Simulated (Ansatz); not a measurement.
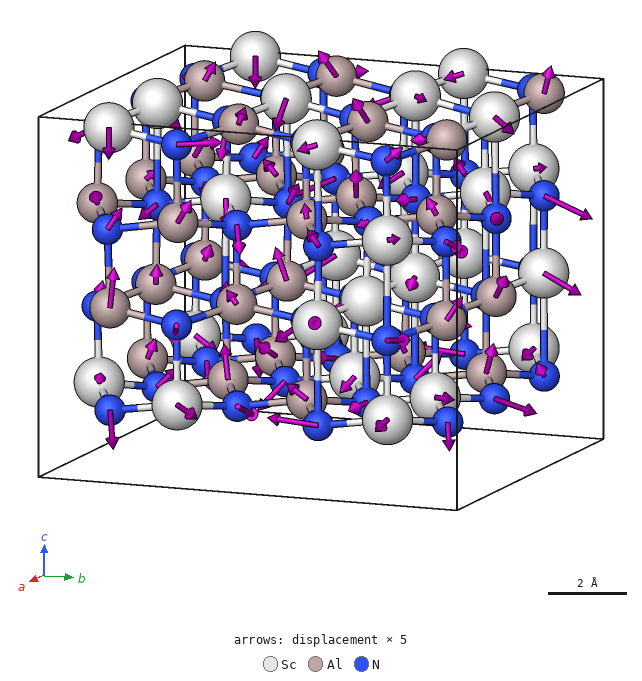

This is a relaxation of crystalline Sc$_{21}$Al$_{27}$N$_{48}$ (a generated structure, set up in P1). The starting structure is drawn; purple arrows show the displacements (the part carried along by the change of the cell is left out), 5 times their true length.

Style: ball-and-stick. Shown: the cell of the calculation, slightly off an axis.

Theory: DFT, PBEsol, PAW, plane waves in Ansatz. (plane-wave cutoff 420 eV; k-point mesh 1 × 1 × 1; mesh shifted by (0.5, 0.5, 0.5); no spin polarisation; cell relaxed at fixed alpha, beta, gamma; force threshold 0.03 eV/Å; at most 80 steps)

Question: Describe the change and its energy.

Answer: The largest moves relative to the cell, 0.30 Å, are those of N atoms. Largest moves by element: N 0.30 Å, Sc 0.27 Å, Al 0.22 Å. The volume changes by +0.3 %, with a 10.104 → 10.059 Å (−0.4 %), b 11.667 → 11.641 Å (−0.2 %), c 9.500 → 9.592 Å (+1.0 %). Some distances before and after: N–Sc 2.672 → 2.410 Å, Sc–Sc 3.327 → 3.581 Å, N–Sc 1.935 → 2.174 Å, Al–Sc 3.110 → 2.875 Å. Among the angles between lasting bonds that change: Sc–N–Al 99.8° → 115.2°, Sc–N–Al 120.3° → 105.6°, Al–N–Al 98.8° → 112.9°. The space group stays P1 (No. 1). After 8 geometry steps the energy has fallen by 125 meV per atom. The largest force component goes from 4 to 0.0037 eV/Å. The pressure goes from 3.10 to 0.00 GPa. The run took of the order of 9 core-minutes on a shared host.
